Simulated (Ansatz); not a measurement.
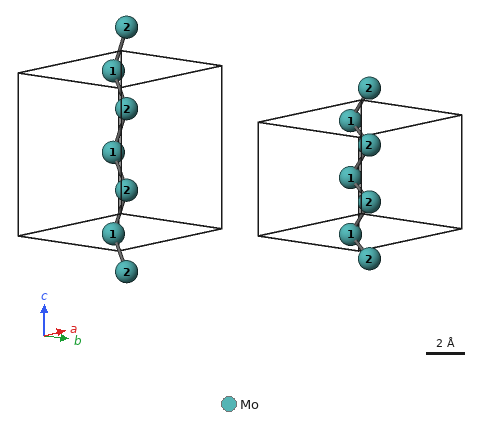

Two geometries of a wire of composition Mo, drawn at one scale. One is the start of a relaxation, the other its converged end. The picture is a ball-and-stick view of the 2 repeat of the cell, with the vacuum cut short, seen from a free direction.

All numbers below come from DFT PBE, scalar-relativistic, plane waves, PAW in Ansatz. Set-up: plane-wave cutoff 420 eV; k-point mesh 1 × 1 × 15; occupations gaussian; smearing width 0.05 eV; collinear spin; cell relaxed at fixed a, b, alpha, beta, gamma; force threshold 0.01 eV/Å; at most 45 steps.

Question: Which geometry has the lower energy?

Answer: The right one is the relaxed one. Case: zigzag chain of atoms. The largest moves relative to the layer's centre, 0.24 Å, are those of Mo1 and Mo2. Along the periodic axis the drawn cell goes c 8.868 → 6.189 Å (−30.2 %). Among the contacts that change: Mo1–Mo2 2.479 → 2.216 Å. Bond angles that change, for instance: Mo2–Mo1–Mo2 126.9° → 88.6°. After 8 accepted moves (9 points after the start) the energy has fallen by 3.254 eV per cell of the calculation. Largest force component: 1.1 eV/Å at the start, 0.0097 eV/Å at the end. The SCF was repeated once at an unchanged geometry on a basis and grid sized afresh for the cell, which shifted the energy by 1.3 meV per cell of the calculation at most. The program noted that the starting moments weren't kept. The run may lie on a higher electronic state than the lowest, so the end point isn't shown to be the ground-state structure. Cost: 5.1 min on 2 threads of Intel(R) Xeon(R) Processor @ 2.50GHz (Skylake/Cascade Lake), on a shared host, peak memory 0.66 GiB.

Limits of the set-up: the k-point mesh is coarse for a cell with partly filled bands.
